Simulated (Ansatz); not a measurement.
**Geometry relaxation, with input and output: Ti16C (part 2 of 2)**

Continued. System: Ti16C (slab, 17 atoms in the cell). Method: DFT PBE, scalar-relativistic, plane waves, PAW, PAW set soft_1, no spin polarisation (Ansatz 0.2.0); cutoff 420 eV, 4×4×1 k-mesh, Gaussian smearing of 0.1 eV. The structure derives from an entry of the Crystallography Open Database. The input holds or restrains some coordinates. Forces given for the steps count only the free coordinates.

Geometry of the input (Å; fractional positions):
```
6.5107  0.0000  0.0000
0.0000  6.5107  0.0000
0.0000  0.0000  20.1794
Ti 0.2500  0.2500  0.1982
Ti 0.2500  0.7500  0.1982
Ti 0.7500  0.2500  0.1982
Ti 0.7500  0.7500  0.1982
Ti 0.0000  0.0000  0.2789
Ti 0.0000  0.5000  0.2789
Ti 0.5000  0.0000  0.2789
Ti 0.5000  0.5000  0.2789
Ti 0.2500  0.2500  0.3552
Ti 0.2500  0.7500  0.3552
Ti 0.7500  0.2500  0.3552
Ti 0.7500  0.7500  0.3552
Ti 0.0000  0.0000  0.4301
Ti 0.0000  0.5000  0.4301
Ti 0.5000  0.0000  0.4301
Ti 0.5000  0.5000  0.4301
C  0.0833  0.0833  0.5163
```

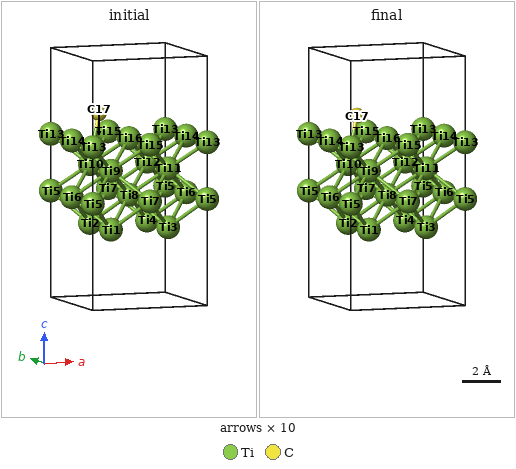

**Figure 1.** Before (left) and after (right) the restrained relaxation, at one scale (ball-and-stick view of the cell of the calculation, with the vacuum cut short, seen slightly off an axis). The black arrows give the displacements, magnified 10 times. After 4 geometry steps the energy has fallen by 96.7 meV per cell of the calculation. The largest force component goes from 1.5 to 0.0012 eV/Å. The atom that moves furthest is C17 (0.12 Å). Ti stays in place. The lattice vectors keep their values. Among the contacts that change: Ti13–C17 1.902 → 1.792 Å. (Atoms are counted from 1 in the order of the input.)

```
SCF converged after 3 iterations
Free energy (F): -40231.894843 eV
Harris-Foulkes:  -40231.894843 eV  (|F-HF|=1.31e-8)
Internal energy: -40231.723622 eV  (E = F + TS)
E sigma→0 (E₀):  -40231.809233 eV
Entropy (-TS):   -0.171221 eV (-10.072 meV/atom)
Fermi energy:    1.762403 eV
Dipole field:    D = -0.075841 V/Å  (p = -0.358508 e·Å, saw-weighted, corrected)
Work function:   Φ+ = 4.7521 eV   Φ− = 3.2216 eV
Levels:          The Fermi level and band energies are counted from a zero that moves with the ramp; work functions are not
--- Per-component energies (eV) ---
  E_band       = -4715.759240
  E_kinetic    = 4567.482805
  E_local      = -143349.109608  (includes V_loc(G=0)·N_el)
  E_nonlocal   = 1003.075338
  E_hartree    = 69117.062822
  E_xc         = -1889.896151
  E_vxc        = -2363.821142  (∫ρ·V_xc dr)
  E_paw        = -16778.289357  (= ΣΔE_a)
  E_vpaw       = -2796.237499  (= ΣTr[D̂ρ^β])
  E_aug_tail   = -0.001208  (compensation charges beyond the density's cutoff)
  E_efield     = 0.013595  (sawtooth field / dipole correction)
  E_vefield    = -11.282708  (∫n·V_field dr)
  E_ewald      = 47097.938142
  E_smearing   = -0.171221  (= −TS)
  E_closure    = 0.000000  (closes the sum)
  Σ components = -40231.894843   (vs F -40231.894843, Δ=0.00e0)
--- Forces (eV/Å), atoms counted from 1 ---
  atom   1  Ti    -0.06603381    -0.06603381     0.53711900
  atom   2  Ti    -0.03340165    -0.00133309     0.52992171
  atom   3  Ti    -0.00133309    -0.03340165     0.52992171
  atom   4  Ti    -0.03020778    -0.03020778     0.56034644
  atom   5  Ti     0.11459832     0.11459832    -0.81494686
  atom   6  Ti     0.05611391     0.04734916    -0.32851323
  atom   7  Ti     0.04734916     0.05611391    -0.32851323
  atom   8  Ti    -0.06278803    -0.06278803    -0.52823594
  atom   9  Ti     0.23030476     0.23030476    -0.17937063
  atom  10  Ti     0.45447355    -0.37580406    -0.30225512
  atom  11  Ti    -0.37580406     0.45447355    -0.30225512
  atom  12  Ti    -0.18930372    -0.18930372    -0.17200741
  atom  13  Ti    -0.68930731    -0.68930731    -0.17836105
  atom  14  Ti    -0.11771328    -0.65251723     0.58357974
  atom  15  Ti    -0.65251723    -0.11771328     0.58357974
  atom  16  Ti     0.26806638     0.26806638    -0.19135123
  atom  17  C      1.04756530     1.04756530     0.00119938
  max |Σ_I F_I| component: 1.42e-4 eV/Å
--- Band table (eV; the first three rows and the last of 7) ---
  k-point 0: bands = ["-55.2753", "-55.2633", "-55.2590", "-55.2510", "-55.1851", "-55.1797", "-55.1295", "-54.5421", "-54.5029", "-54.4834", "-54.4731", "-54.4345", "-54.4114", "-54.4007", "-54.3803", "-54.0837", "-31.6583", "-31.6492", "-31.6400", "-31.6022", "-31.6011", "-31.5767", "-31.5757", "-31.5729", "-31.5595", "-31.5366", "-31.5176", "-31.5115", "-31.4843", "-31.4712", "-31.4697", "-31.4471", "-31.4441", "-31.4235", "-31.4112", "-31.3622", "-31.3482", "-30.9817", "-30.9658", "-30.9641", "-30.9418", "-30.9379", "-30.9100", "-30.9018", "-30.8113", "-30.8100", "-30.7829", "-30.7588", "-30.7037", "-30.7025", "-30.6693", "-30.6522", "-30.6327", "-30.6323", "-30.6027", "-30.5829", "-30.5514", "-30.5480", "-30.5414", "-30.5030", "-30.4972", "-30.4222", "-30.3763", "-30.2589", "-6.1915", "-3.4325", "-1.7913", "-0.6990", "-0.6864", "-0.6670", "-0.6582", "-0.3633", "-0.1979", "-0.1807", "-0.1523", "-0.1490", "-0.1260", "-0.0937", "-0.0924", "0.1160", "0.6137", "0.6836", "0.8552", "0.9942", "1.0597", "1.1138", "1.1155", "1.2809", "1.3871", "1.3967", "1.4059", "1.4910", "1.5544", "1.5768", "1.5898", "1.5982", "1.6245", "1.7311", "1.8963", "1.9543", "1.9667", "2.1340", "2.3883", "2.4516", "2.5073", "2.5589", "2.5822", "2.6295", "2.6597", "2.7012", "2.7282", "2.8291", "2.9001", "2.9074", "2.9257", "3.0202", "3.1017", "3.1244"]
  k-point 1: bands = ["-55.2733", "-55.2642", "-55.2587", "-55.2524", "-55.1841", "-55.1802", "-55.1299", "-54.5369", "-54.5078", "-54.4859", "-54.4757", "-54.4313", "-54.4071", "-54.4007", "-54.3832", "-54.0837", "-31.6542", "-31.6446", "-31.6413", "-31.6125", "-31.5899", "-31.5723", "-31.5660", "-31.5531", "-31.5492", "-31.5399", "-31.5174", "-31.4988", "-31.4807", "-31.4688", "-31.4663", "-31.4641", "-31.4422", "-31.4409", "-31.4197", "-31.3812", "-31.3535", "-30.9806", "-30.9657", "-30.9592", "-30.9483", "-30.9319", "-30.9058", "-30.9001", "-30.8400", "-30.8144", "-30.7703", "-30.7547", "-30.7305", "-30.7149", "-30.6786", "-30.6580", "-30.6163", "-30.5906", "-30.5860", "-30.5788", "-30.5529", "-30.5496", "-30.5384", "-30.5129", "-30.5070", "-30.4262", "-30.3814", "-30.2578", "-6.1837", "-3.1863", "-1.6213", "-1.4968", "-0.6274", "-0.4946", "-0.4749", "-0.2616", "-0.1676", "-0.0955", "-0.0840", "-0.0559", "0.0195", "0.0631", "0.0870", "0.2278", "0.6346", "0.6973", "0.8835", "0.9548", "0.9688", "0.9944", "1.0587", "1.2257", "1.2910", "1.3551", "1.4188", "1.4537", "1.4754", "1.5205", "1.5812", "1.6194", "1.7106", "1.7359", "1.8150", "1.9286", "1.9645", "2.0864", "2.2368", "2.3100", "2.3966", "2.4200", "2.5482", "2.5785", "2.6373", "2.6779", "2.7001", "2.7437", "2.8019", "2.8125", "2.8635", "2.9573", "2.9896", "3.0308"]
  k-point 2: bands = ["-55.2688", "-55.2682", "-55.2564", "-55.2552", "-55.1824", "-55.1815", "-55.1303", "-54.5255", "-54.5202", "-54.4871", "-54.4775", "-54.4290", "-54.4041", "-54.3969", "-54.3883", "-54.0837", "-31.6476", "-31.6466", "-31.6310", "-31.6279", "-31.5746", "-31.5740", "-31.5535", "-31.5530", "-31.5181", "-31.5160", "-31.5122", "-31.4959", "-31.4930", "-31.4907", "-31.4691", "-31.4626", "-31.4423", "-31.4311", "-31.4310", "-31.4256", "-31.3548", "-30.9793", "-30.9658", "-30.9585", "-30.9512", "-30.9162", "-30.9005", "-30.8936", "-30.8798", "-30.8196", "-30.7648", "-30.7468", "-30.7408", "-30.7375", "-30.6768", "-30.6556", "-30.6033", "-30.5841", "-30.5690", "-30.5607", "-30.5541", "-30.5410", "-30.5337", "-30.5274", "-30.5252", "-30.4309", "-30.3864", "-30.2567", "-6.1759", "-2.5211", "-2.4639", "-1.1946", "-1.0241", "-0.2435", "-0.1653", "-0.1117", "-0.1093", "-0.1018", "0.0303", "0.0915", "0.1103", "0.3332", "0.4074", "0.4492", "0.4749", "0.5179", "0.5715", "0.7490", "0.8803", "1.0708", "1.1021", "1.2078", "1.2591", "1.2797", "1.3075", "1.3313", "1.3425", "1.4965", "1.6079", "1.7402", "1.8216", "1.8395", "1.8953", "1.9285", "1.9563", "1.9999", "2.0632", "2.0874", "2.1165", "2.1994", "2.3329", "2.4314", "2.5703", "2.5732", "2.5969", "2.6433", "2.7820", "2.8507", "2.8586", "2.9114", "2.9778", "2.9903"]
  k-point 6: bands = ["-55.2643", "-55.2643", "-55.2608", "-55.2592", "-55.1815", "-55.1814", "-55.1313", "-54.5158", "-54.5135", "-54.5005", "-54.4876", "-54.4237", "-54.3978", "-54.3976", "-54.3921", "-54.0837", "-31.6416", "-31.6415", "-31.6338", "-31.6296", "-31.5512", "-31.5509", "-31.5170", "-31.5151", "-31.5056", "-31.5050", "-31.5039", "-31.5039", "-31.4997", "-31.4941", "-31.4852", "-31.4698", "-31.4584", "-31.4505", "-31.4425", "-31.4268", "-31.4176", "-30.9676", "-30.9572", "-30.9449", "-30.9282", "-30.9016", "-30.8992", "-30.8674", "-30.8640", "-30.8603", "-30.8064", "-30.8058", "-30.7942", "-30.6844", "-30.6612", "-30.6595", "-30.6320", "-30.5842", "-30.5714", "-30.5629", "-30.5588", "-30.5486", "-30.5405", "-30.5089", "-30.5018", "-30.4235", "-30.3776", "-30.2583", "-6.1644", "-1.6868", "-1.6680", "-1.6453", "-1.6047", "-0.4222", "-0.3823", "-0.3291", "-0.1866", "0.2762", "0.3210", "0.5977", "0.6444", "0.6445", "0.6453", "0.6798", "0.7241", "0.7274", "0.7296", "0.7439", "0.7656", "0.9946", "1.0388", "1.0396", "1.0615", "1.0672", "1.1063", "1.2052", "1.2835", "1.4147", "1.5846", "1.6028", "1.6216", "1.6257", "1.6981", "1.7190", "1.7276", "1.7524", "1.8251", "1.9508", "1.9661", "1.9719", "2.0538", "2.3121", "2.4254", "2.4370", "2.4701", "2.5194", "2.5253", "2.5301", "2.5313", "2.5727", "2.6309", "2.8151"]
--- Relaxed structure (5 steps of the walk, 5 accepted, 0 SCFs on fresh bases) ---
  F+E_penalty+E_count = -40231.89484331 eV   max|allowed force component| = 1.199e-3 eV/Å
  atoms:
    - { symbol: Ti, position: [0.25, 0.25, 0.19822226939999998] }
    - { symbol: Ti, position: [0.25, 0.7500000000000001, 0.19822226939999998] }
    - { symbol: Ti, position: [0.7500000000000001, 0.25, 0.19822226939999998] }
    - { symbol: Ti, position: [0.7500000000000001, 0.7500000000000001, 0.19822226939999998] }
    - { symbol: Ti, position: [0.0, 0.0, 0.2788822788] }
    - { symbol: Ti, position: [0.0, 0.5, 0.2788822788] }
    - { symbol: Ti, position: [0.5, 0.0, 0.2788822788] }
    - { symbol: Ti, position: [0.5, 0.5, 0.2788822788] }
    - { symbol: Ti, position: [0.25, 0.25, 0.3551865244] }
    - { symbol: Ti, position: [0.25, 0.7500000000000001, 0.3551865244] }
    - { symbol: Ti, position: [0.7500000000000001, 0.25, 0.3551865244] }
    - { symbol: Ti, position: [0.7500000000000001, 0.7500000000000001, 0.3551865244] }
    - { symbol: Ti, position: [0.0, 0.0, 0.4301109755] }
    - { symbol: Ti, position: [0.0, 0.5, 0.4301109755] }
    - { symbol: Ti, position: [0.5, 0.0, 0.4301109755] }
    - { symbol: Ti, position: [0.5, 0.5, 0.4301109755] }
    - { symbol: C, position: [0.0833333333, 0.0833333333, 0.5103733329390558] }
```

Trajectory as extended XYZ (Å, eV, eV/Å), 5 frames, from step=1 to step=5
```
17
Lattice="6.5107 0.0000 0.0000 0.0000 6.5107 0.0000 0.0000 0.0000 20.1794" Properties=species:S:1:pos:R:3:forces:R:3 step=1 energy=-40231.79811
Ti    1.6277    1.6277    4.0000   -0.0564  -0.0564   0.5365
Ti    1.6277    4.8830    4.0000   -0.0320  -0.0037   0.5306
Ti    4.8830    1.6277    4.0000   -0.0037  -0.0320   0.5306
Ti    4.8830    4.8830    4.0000   -0.0244  -0.0244   0.5568
Ti    0.0000    0.0000    5.6277    0.1077   0.1077  -0.7695
Ti    0.0000    3.2553    5.6277    0.0489   0.0392  -0.3574
Ti    3.2553    0.0000    5.6277    0.0392   0.0489  -0.3574
Ti    3.2553    3.2553    5.6277   -0.0530  -0.0530  -0.5238
Ti    1.6277    1.6277    7.1674    0.2312   0.2312  -0.1933
Ti    1.6277    4.8830    7.1674    0.4339  -0.3380  -0.2715
Ti    4.8830    1.6277    7.1674   -0.3380   0.4339  -0.2715
Ti    4.8830    4.8830    7.1674   -0.2293  -0.2293  -0.1626
Ti    0.0000    0.0000    8.6794   -0.1402  -0.1402   1.1673
Ti    0.0000    3.2553    8.6794   -0.0986  -0.5773   0.6095
Ti    3.2553    0.0000    8.6794   -0.5773  -0.0986   0.6095
Ti    3.2553    3.2553    8.6794    0.2328   0.2328  -0.1414
C     0.5426    0.5426   10.4194    0.4594   0.4594  -1.4929
17
Lattice="6.5107 0.0000 0.0000 0.0000 6.5107 0.0000 0.0000 0.0000 20.1794" Properties=species:S:1:pos:R:3:forces:R:3 step=2 energy=-40231.86785
Ti    1.6277    1.6277    4.0000   -0.0614  -0.0614   0.5368
Ti    1.6277    4.8830    4.0000   -0.0329  -0.0024   0.5303
Ti    4.8830    1.6277    4.0000   -0.0024  -0.0329   0.5303
Ti    4.8830    4.8830    4.0000   -0.0274  -0.0274   0.5587
Ti    0.0000    0.0000    5.6277    0.1118   0.1118  -0.7933
Ti    0.0000    3.2553    5.6277    0.0526   0.0431  -0.3432
Ti    3.2553    0.0000    5.6277    0.0431   0.0526  -0.3432
Ti    3.2553    3.2553    5.6277   -0.0580  -0.0580  -0.5264
Ti    1.6277    1.6277    7.1674    0.2315   0.2315  -0.1866
Ti    1.6277    4.8830    7.1674    0.4459  -0.3571  -0.2854
Ti    4.8830    1.6277    7.1674   -0.3571   0.4459  -0.2854
Ti    4.8830    4.8830    7.1674   -0.2125  -0.2125  -0.1669
Ti    0.0000    0.0000    8.6794   -0.3711  -0.3711   0.5918
Ti    0.0000    3.2553    8.6794   -0.1078  -0.6155   0.6004
Ti    3.2553    0.0000    8.6794   -0.6155  -0.1078   0.6004
Ti    3.2553    3.2553    8.6794    0.2504   0.2504  -0.1658
C     0.5426    0.5426   10.3604    0.7105   0.7105  -0.8502
17
Lattice="6.5107 0.0000 0.0000 0.0000 6.5107 0.0000 0.0000 0.0000 20.1794" Properties=species:S:1:pos:R:3:forces:R:3 step=3 energy=-40231.89410
Ti    1.6277    1.6277    4.0000   -0.0670  -0.0670   0.5372
Ti    1.6277    4.8830    4.0000   -0.0336  -0.0009   0.5301
Ti    4.8830    1.6277    4.0000   -0.0009  -0.0336   0.5301
Ti    4.8830    4.8830    4.0000   -0.0305  -0.0305   0.5607
Ti    0.0000    0.0000    5.6277    0.1153   0.1153  -0.8213
Ti    0.0000    3.2553    5.6277    0.0566   0.0475  -0.3272
Ti    3.2553    0.0000    5.6277    0.0475   0.0566  -0.3272
Ti    3.2553    3.2553    5.6277   -0.0636  -0.0636  -0.5282
Ti    1.6277    1.6277    7.1674    0.2315   0.2315  -0.1773
Ti    1.6277    4.8830    7.1674    0.4573  -0.3800  -0.3042
Ti    4.8830    1.6277    7.1674   -0.3800   0.4573  -0.3042
Ti    4.8830    4.8830    7.1674   -0.1873  -0.1873  -0.1722
Ti    0.0000    0.0000    8.6794   -0.7458  -0.7458  -0.3128
Ti    0.0000    3.2553    8.6794   -0.1193  -0.6585   0.5817
Ti    3.2553    0.0000    8.6794   -0.6585  -0.1193   0.5817
Ti    3.2553    3.2553    8.6794    0.2707   0.2707  -0.1949
C     0.5426    0.5426   10.2894    1.1070   1.1070   0.1497
17
Lattice="6.5107 0.0000 0.0000 0.0000 6.5107 0.0000 0.0000 0.0000 20.1794" Properties=species:S:1:pos:R:3:forces:R:3 step=4 energy=-40231.89484
Ti    1.6277    1.6277    4.0000   -0.0660  -0.0660   0.5371
Ti    1.6277    4.8830    4.0000   -0.0334  -0.0013   0.5299
Ti    4.8830    1.6277    4.0000   -0.0013  -0.0334   0.5299
Ti    4.8830    4.8830    4.0000   -0.0302  -0.0302   0.5604
Ti    0.0000    0.0000    5.6277    0.1146   0.1146  -0.8148
Ti    0.0000    3.2553    5.6277    0.0561   0.0474  -0.3286
Ti    3.2553    0.0000    5.6277    0.0474   0.0561  -0.3286
Ti    3.2553    3.2553    5.6277   -0.0628  -0.0628  -0.5283
Ti    1.6277    1.6277    7.1674    0.2303   0.2303  -0.1794
Ti    1.6277    4.8830    7.1674    0.4544  -0.3757  -0.3024
Ti    4.8830    1.6277    7.1674   -0.3757   0.4544  -0.3024
Ti    4.8830    4.8830    7.1674   -0.1892  -0.1892  -0.1722
Ti    0.0000    0.0000    8.6794   -0.6896  -0.6896  -0.1795
Ti    0.0000    3.2553    8.6794   -0.1177  -0.6525   0.5835
Ti    3.2553    0.0000    8.6794   -0.6525  -0.1177   0.5835
Ti    3.2553    3.2553    8.6794    0.2680   0.2680  -0.1914
C     0.5426    0.5426   10.2990    1.0480   1.0480   0.0024
17
Lattice="6.5107 0.0000 0.0000 0.0000 6.5107 0.0000 0.0000 0.0000 20.1794" Properties=species:S:1:pos:R:3:forces:R:3 step=5 energy=-40231.89484
Ti    1.6277    1.6277    4.0000   -0.0660  -0.0660   0.5371
Ti    1.6277    4.8830    4.0000   -0.0334  -0.0013   0.5299
Ti    4.8830    1.6277    4.0000   -0.0013  -0.0334   0.5299
Ti    4.8830    4.8830    4.0000   -0.0302  -0.0302   0.5603
Ti    0.0000    0.0000    5.6277    0.1146   0.1146  -0.8149
Ti    0.0000    3.2553    5.6277    0.0561   0.0473  -0.3285
Ti    3.2553    0.0000    5.6277    0.0473   0.0561  -0.3285
Ti    3.2553    3.2553    5.6277   -0.0628  -0.0628  -0.5282
Ti    1.6277    1.6277    7.1674    0.2303   0.2303  -0.1794
Ti    1.6277    4.8830    7.1674    0.4545  -0.3758  -0.3023
Ti    4.8830    1.6277    7.1674   -0.3758   0.4545  -0.3023
Ti    4.8830    4.8830    7.1674   -0.1893  -0.1893  -0.1720
Ti    0.0000    0.0000    8.6794   -0.6893  -0.6893  -0.1784
Ti    0.0000    3.2553    8.6794   -0.1177  -0.6525   0.5836
Ti    3.2553    0.0000    8.6794   -0.6525  -0.1177   0.5836
Ti    3.2553    3.2553    8.6794    0.2681   0.2681  -0.1914
C     0.5426    0.5426   10.2990    1.0476   1.0476   0.0012
```

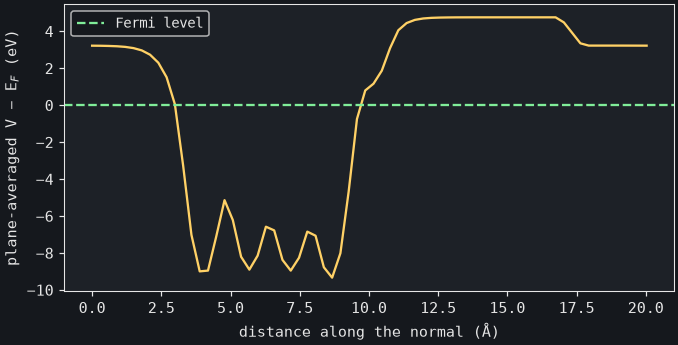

**Figure 2.** Plane average of the electrostatic potential energy of an electron across the cell, from the Fermi level. The vacuum level lies 4.75 eV above the Fermi level on the upper side and 3.22 eV on the lower.

Key numbers

| quantity | value |
| --- | --- |
| outcome | converged under the restraints of the input |
| electrons treated | 196 |
| free energy | −40231.8948 eV |
| work function, top face | 4.75 eV |
| work function, bottom face | 3.22 eV |
| Fermi energy | 1.762 eV |
| gap on the k-point mesh | none (metallic) |
| final volume | 855.38 Å³ |
| work function (upper face) | 4.75 eV |
| largest force (length of the vector) at the end, held atoms and coordinates included | 1.481 eV/Å |
| wall time | 2.8 min (CPU time 11 min) |
| peak memory | 2.3 GiB |
